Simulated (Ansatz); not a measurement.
**GaSb$_{3}$: geometry relaxation (part 2 of 2)**

GaSb$_{3}$ (P-6m2, 4 atoms in the cell); DFT PBE, scalar-relativistic, plane waves, PAW, no spin polarisation (Ansatz 0.2.0); cutoff 420 eV, 12×12×8 k-mesh, Gaussian smearing of 0.1 eV. The structure was made by a generator, so it may or may not be a known phase.

Geometry of the input (Å; fractional positions):
```
5.0160  0.0000  0.0000
-2.5080  4.3440  0.0000
0.0000  0.0000  5.6034
Ga 0.6667  0.3333  0.0000
Sb 0.3333  0.6667  0.0000
Sb 0.0000  0.0000  0.5000
Sb 0.6667  0.3333  0.5000
```

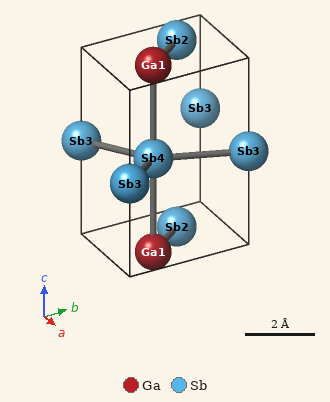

The geometry at step 2 of the log (ball-and-stick view of the cell of the calculation, seen slightly off an axis; atoms are numbered from 1 in the order of the input).

**Log, continued**
```
SCF iter   1: F=—  HF=-23235.157661 eV  |F-HF|=—  |Δ(HF+E_count)|=         —  Δρ=6.86e-5  dr2=8.44e-6  ethr=1.27e-8  ⟨swp⟩=3.0  Hψ=17485  notcnv=0
preconditioner: auto → LDOS  [metal: Δε(μ)=0.014 eV  Ē_g=11.017 eV  σ=0.100 eV  W_gap=0.08  n_scr=22 (ndim 8)  ℏωp=17.7 eV  f_vac=0.018  D(μ)=3.00/eV (n_scr^D=20)  β→1.0]
SCF iter   2: F=—  HF=-23235.157651 eV  |F-HF|=—  |Δ(HF+E_count)|=   9.33e-6  Δρ=2.05e-5  dr2=4.30e-7  ethr=1.27e-8  ⟨swp⟩=2.0  Hψ=4171  notcnv=0
SCF iter   3: F=—  HF=-23235.157652 eV  |F-HF|=—  |Δ(HF+E_count)|=   2.40e-7  Δρ=1.00e-5  dr2=1.05e-7  ethr=7.42e-10  ⟨swp⟩=2.0  Hψ=6090  notcnv=0
SCF iter   4: F=—  HF=-23235.157651 eV  |F-HF|=—  |Δ(HF+E_count)|=   4.40e-8  Δρ=5.68e-6  dr2=2.80e-8  ethr=1.82e-10  ⟨swp⟩=2.0  Hψ=6082  notcnv=0
SCF iter   5: F=-23235.157651 eV  HF=-23235.157651 eV  |F-HF|=2.39e-9  |Δ(HF+E_count)|=   2.01e-8  Δρ=1.43e-6  dr2=2.75e-9  ethr=1.83e-11  ⟨swp⟩=8.6  Hψ=19274  notcnv=0
SCF 4 converged in 5 iterations: F = -23235.157651 eV  dr2 = 2.75e-9
relax step   4: F+E_penalty+E_count = -23235.15765147 eV  Δ(F+E_penalty+E_count) = -6.460e-5 eV  max|allowed force component| = 4.211e-16 eV/Å  Δτ_max = 0.0000 Å  P = +0.000 GPa  Ω = 123.519 Å³  energy of the carried Pulay correction = -2.799e-4 eV  (5 SCF iters, dr2 threshold 1.06e-8 eV, accepted)
Initial wavefunctions: pseudopotential atomic-orbital guess (no wavefunctions were taken with the density)
iter 1 solved again at ethr=2.90e-7 eV; its pass at ethr=3.10e-3 eV (dr2=1.68e-4 eV) is discarded
SCF iter   1: F=—  HF=-23235.157382 eV  |F-HF|=—  |Δ(HF+E_count)|=         —  Δρ=1.60e-4  dr2=7.12e-7  ethr=2.90e-7  ⟨swp⟩=3.0  Hψ=22184  notcnv=0
preconditioner: auto → LDOS  [metal: Δε(μ)=0.014 eV  Ē_g=11.017 eV  σ=0.100 eV  W_gap=0.08  n_scr=22 (ndim 8)  ℏωp=17.7 eV  f_vac=0.018  D(μ)=3.01/eV (n_scr^D=20)  β→1.0]
SCF iter   2: F=—  HF=-23235.157920 eV  |F-HF|=—  |Δ(HF+E_count)|=   5.38e-4  Δρ=5.43e-6  dr2=2.38e-8  ethr=1.23e-9  ⟨swp⟩=2.1  Hψ=4785  notcnv=0
SCF iter   3: F=—  HF=-23235.157920 eV  |F-HF|=—  |Δ(HF+E_count)|=   1.14e-8  Δρ=5.87e-6  dr2=2.78e-8  ethr=4.10e-11  ⟨swp⟩=2.0  Hψ=6101  notcnv=0
SCF iter   4: F=—  HF=-23235.157920 eV  |F-HF|=—  |Δ(HF+E_count)|=   2.39e-8  Δρ=6.77e-7  dr2=7.59e-10  ethr=4.10e-11  ⟨swp⟩=2.0  Hψ=4638  notcnv=0
SCF iter   5: F=—  HF=-23235.157920 eV  |F-HF|=—  |Δ(HF+E_count)|=  1.56e-10  Δρ=3.47e-7  dr2=1.24e-10  ethr=1.31e-12  ⟨swp⟩=2.0  Hψ=6093  notcnv=0
SCF iter   6: F=-23235.157920 eV  HF=-23235.157920 eV  |F-HF|=3.64e-12  |Δ(HF+E_count)|=  4.73e-11  Δρ=6.09e-8  dr2=4.58e-12  ethr=1.00e-12  ⟨swp⟩=7.0  Hψ=17036  notcnv=0
SCF 5 converged in 6 iterations: F = -23235.157920 eV  dr2 = 4.58e-12
relax step   5: F+E_penalty+E_count = -23235.15792046 eV  Δ(F+E_penalty+E_count) = -2.690e-4 eV  max|allowed force component| = 4.211e-16 eV/Å  Δτ_max = 0.0000 Å  P = -0.001 GPa  Ω = 123.519 Å³  stress off target by 3.22e-3 GPa  SCF on the basis re-selected at this cell (its energy is not comparable with the rows above)  (6 SCF iters)
basis re-selected at this cell: Δ(F+E_penalty+E_count) = -2.690e-4 eV, ΔP = -0.001 GPa vs the last step (what re-selecting the basis moved, of the pressure what is left beyond the Pulay correction that the steps carried, after the strain that the cell walked since its last selection, with what the two solves' SCF thresholds leave and, on support functions, any second-order correction that the steps lacked; it is no measure of the basis error at this ecutwfc). This SCF's stress stands 3.22e-3 GPa from its target on what of the cell is left free (relax.cell.stress_tol is 5.00e-2 GPa) and its largest allowed force component is 4.21e-16 eV/Å (relax.f_tol is 1.00e-2 eV/Å): within both
SCF converged after 6 iterations
Free energy (F): -23235.157920 eV
Harris-Foulkes:  -23235.157920 eV  (|F-HF|=3.64e-12)
Internal energy: -23235.142894 eV  (E = F + TS)
E sigma→0 (E₀):  -23235.150407 eV
Entropy (-TS):   -0.015027 eV (-3.757 meV/atom)
Fermi energy:    8.077220 eV
--- Per-component energies (eV) ---
  E_band       = -635.595000
  E_kinetic    = 732.735127
  E_local      = -7188.399325  (includes V_loc(G=0)·N_el)
  E_nonlocal   = 1508.576636
  E_hartree    = 3272.134424
  E_xc         = -482.539158
  E_vxc        = -343.939350  (∫ρ·V_xc dr)
  E_paw        = -15711.521932  (= ΣΔE_a)
  E_vpaw       = -1888.836921  (= ΣTr[D̂ρ^β])
  E_aug_tail   = -0.000123  (compensation charges beyond the density's cutoff)
  E_ewald      = -5366.128543
  E_smearing   = -0.015027  (= −TS)
  E_closure    = 0.000000  (closes the sum)
  Σ components = -23235.157920   (vs F -23235.157920, Δ=0.00e0)
--- Forces (eV/Å), atoms counted from 1 ---
  atom   1  Ga    -0.00000000    -0.00000000     0.00000000
  atom   2  Sb     0.00000000    -0.00000000     0.00000000
  atom   3  Sb    -0.00000000     0.00000000    -0.00000000
  atom   4  Sb    -0.00000000    -0.00000000     0.00000000
  max |Σ_I F_I| component: 1.41e-16 eV/Å
--- Stress (GPa, compression-positive) ---
       -0.003216       0.000000      -0.000000
        0.000000      -0.003216       0.000000
       -0.000000       0.000000       0.003112
  P = ⅓ Tr σ = -0.0011 GPa (-0.011 kbar)
--- Band table (eV; the first three rows and the last of 95) ---
  k-point 0: bands = ["-21.1460", "-21.1460", "-21.0939", "-21.0741", "-21.0741", "-20.9552", "-20.9552", "-20.8993", "-20.8993", "-20.8769", "-20.7503", "-20.7329", "-20.7329", "-20.7036", "-20.7036", "-6.7347", "-6.6849", "-6.6849", "-6.6685", "-6.6685", "-3.7051", "-0.7517", "2.0418", "3.6570", "5.0415", "5.0415", "5.5574", "6.5733", "6.5733", "8.6678", "9.6985", "9.9616", "9.9616", "11.3651", "11.3651"]
  k-point 1: bands = ["-21.1460", "-21.1460", "-21.0937", "-21.0741", "-21.0741", "-20.9552", "-20.9552", "-20.8993", "-20.8993", "-20.8769", "-20.7503", "-20.7330", "-20.7330", "-20.7035", "-20.7035", "-6.7331", "-6.6849", "-6.6849", "-6.6687", "-6.6687", "-3.6636", "-0.8949", "2.0593", "3.7323", "5.0686", "5.0686", "5.6827", "6.6002", "6.6002", "8.7528", "9.4446", "9.7880", "9.7880", "11.1521", "11.1521"]
  k-point 2: bands = ["-21.1460", "-21.1460", "-21.0934", "-21.0741", "-21.0741", "-20.9553", "-20.9553", "-20.8992", "-20.8992", "-20.8768", "-20.7503", "-20.7330", "-20.7330", "-20.7035", "-20.7035", "-6.7294", "-6.6849", "-6.6849", "-6.6694", "-6.6694", "-3.5502", "-1.2288", "2.1044", "3.8395", "5.1375", "5.1375", "6.0837", "6.6691", "6.6691", "8.8157", "9.1059", "9.4196", "9.4196", "10.7391", "10.7391"]
  k-point 94: bands = ["-21.1976", "-21.1504", "-21.1057", "-21.0772", "-21.0676", "-20.9352", "-20.9061", "-20.9003", "-20.8961", "-20.8779", "-20.7497", "-20.7333", "-20.7332", "-20.7034", "-20.7033", "-6.7177", "-6.6908", "-6.6777", "-6.6722", "-6.6717", "-1.7176", "-1.2519", "-0.6376", "1.2652", "3.3511", "4.5002", "8.2794", "8.6931", "8.8179", "8.9311", "8.9605", "10.8741", "10.9782", "11.0378", "14.0187"]
--- Relaxed structure (4 steps of the walk, 4 accepted, 1 SCFs on fresh bases) ---
  F+E_penalty+E_count = -23235.15792046 eV   max|allowed force component| = 4.211e-16 eV/Å   (the final SCF, on the basis selected at the relaxed cell)
  cell:  # Å, volume = 123.5190 Å³
    - [5.020794249734744, 2.8895261467021246e-11, -9.919700559284222e-19]
    - [-2.510397124892396, 4.348135367430672, 4.959850279691543e-19]
    - [-1.1081416385298245e-18, -1.1760457245937028e-33, 5.657941373373316]
  atoms:
    - { symbol: Ga, position: [0.6666666666666666, 0.3333333333333333, -3.6111186457260672e-34] }
    - { symbol: Sb, position: [0.33333333333333337, 0.6666666666666667, -2.8293245874934372e-34] }
    - { symbol: Sb, position: [-3.238150488543893e-17, -1.850371707600888e-17, 0.5] }
    - { symbol: Sb, position: [0.6666666666666666, 0.3333333333333333, 0.5] }
```

**Trajectory as extended XYZ (Å, eV, eV/Å), 5 frames, from step=1 to step=5**
```
4
Lattice="5.0160 0.0000 0.0000 -2.5080 4.3440 0.0000 0.0000 0.0000 5.6034" Properties=species:S:1:pos:R:3:forces:R:3 step=1 energy=-23235.15566 pressure_GPa=0.39
Ga    2.5080    1.4480    0.0000    0.0000   0.0000   0.0000
Sb    0.0000    2.8960    0.0000    0.0000   0.0000   0.0000
Sb    0.0000    0.0000    2.8017    0.0000   0.0000   0.0000
Sb    2.5080    1.4480    2.8017    0.0000   0.0000   0.0000
4
Lattice="5.0299 0.0000 0.0000 -2.5149 4.3560 0.0000 0.0000 0.0000 5.6479" Properties=species:S:1:pos:R:3:forces:R:3 step=2 energy=-23235.15732 pressure_GPa=-0.12
Ga    2.5149    1.4520    0.0000    0.0000   0.0000   0.0000
Sb    0.0000    2.9040    0.0000    0.0000   0.0000   0.0000
Sb    0.0000    0.0000    2.8239    0.0000   0.0000   0.0000
Sb    2.5149    1.4520    2.8239    0.0000   0.0000   0.0000
4
Lattice="5.0244 0.0000 0.0000 -2.5122 4.3512 0.0000 0.0000 0.0000 5.6507" Properties=species:S:1:pos:R:3:forces:R:3 step=3 energy=-23235.15759 pressure_GPa=-0.03
Ga    2.5122    1.4504    0.0000    0.0000   0.0000   0.0000
Sb    0.0000    2.9008    0.0000    0.0000   0.0000   0.0000
Sb    0.0000    0.0000    2.8254    0.0000   0.0000   0.0000
Sb    2.5122    1.4504    2.8254    0.0000   0.0000   0.0000
4
Lattice="5.0208 0.0000 0.0000 -2.5104 4.3481 0.0000 0.0000 0.0000 5.6579" Properties=species:S:1:pos:R:3:forces:R:3 step=4 energy=-23235.15765 pressure_GPa=0.00
Ga    2.5104    1.4494    0.0000    0.0000   0.0000   0.0000
Sb    0.0000    2.8988    0.0000    0.0000   0.0000   0.0000
Sb    0.0000    0.0000    2.8290    0.0000   0.0000   0.0000
Sb    2.5104    1.4494    2.8290    0.0000   0.0000   0.0000
4
Lattice="5.0208 0.0000 0.0000 -2.5104 4.3481 0.0000 0.0000 0.0000 5.6579" Properties=species:S:1:pos:R:3:forces:R:3 step=5 energy=-23235.15792 pressure_GPa=-0.00
Ga    2.5104    1.4494    0.0000    0.0000   0.0000   0.0000
Sb    0.0000    2.8988    0.0000    0.0000   0.0000   0.0000
Sb    0.0000    0.0000    2.8290    0.0000   0.0000   0.0000
Sb    2.5104    1.4494    2.8290    0.0000   0.0000   0.0000
```

**Summary**

| quantity | value |
| --- | --- |
| outcome | converged |
| space group (tolerance 0.01 Å) | P-6m2 (187) |
| electrons treated | 58 |
| free energy | −23235.1579 eV |
| Fermi energy | 8.077 eV |
| gap on the k-point mesh | none (metallic) |
| pressure | 0.00 GPa |
| final volume | 123.52 Å³ |
| largest force (length of the vector) at the end | under 0.001 eV/Å |
| final cell | a = 5.021 Å, b = 5.021 Å, c = 5.658 Å, α = 90.00°, β = 90.00°, γ = 120.00° |
| hardware | 1 thread of Intel Xeon @ 2.70GHz, 189 GiB of memory available, shared host |
| wall time | 3.5 min |
| peak memory | 0.61 GiB |
